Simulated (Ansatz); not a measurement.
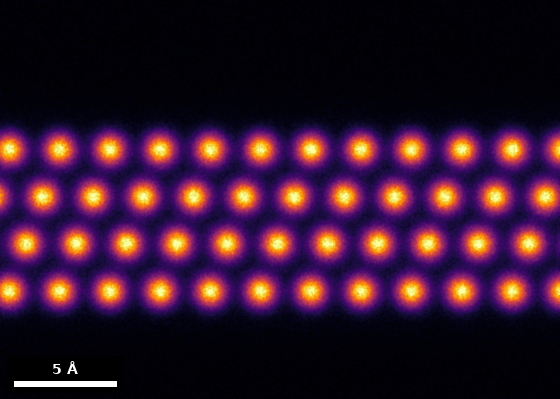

Cross-section of a slab, seen along a direction in its plane, the normal pointing up. Simulation: incoherent imaging, intensity Z^1.6 per atom, probe width 1.20 Å, thin sample. The probe carries 15 % of its weight in a tail 2.5 times as wide. Shot noise was added. Model: the geometry relaxed in a fixed cell with DFT PBEsol, scalar-relativistic, plane waves, PAW (Ansatz). The model holds Al.

How many atomic planes does the slab have, and what do they hold from top to bottom?

Answer. 4 planes (atoms within 0.35 Å in height count as one plane):

| plane | content | depth below the top plane (Å) |
| --- | --- | --- |
| 1 | Al | 0.0 |
| 2 | Al | 2.3 |
| 3 | Al | 4.6 |
| 4 | Al | 6.9 |

How thick is it, and how does it end on either side?

Answer. The outermost planes are 6.9 Å apart. The upper face ends in Al and the lower in Al, so the sequence of planes is the same from both sides.

The model is a slab of composition Al.
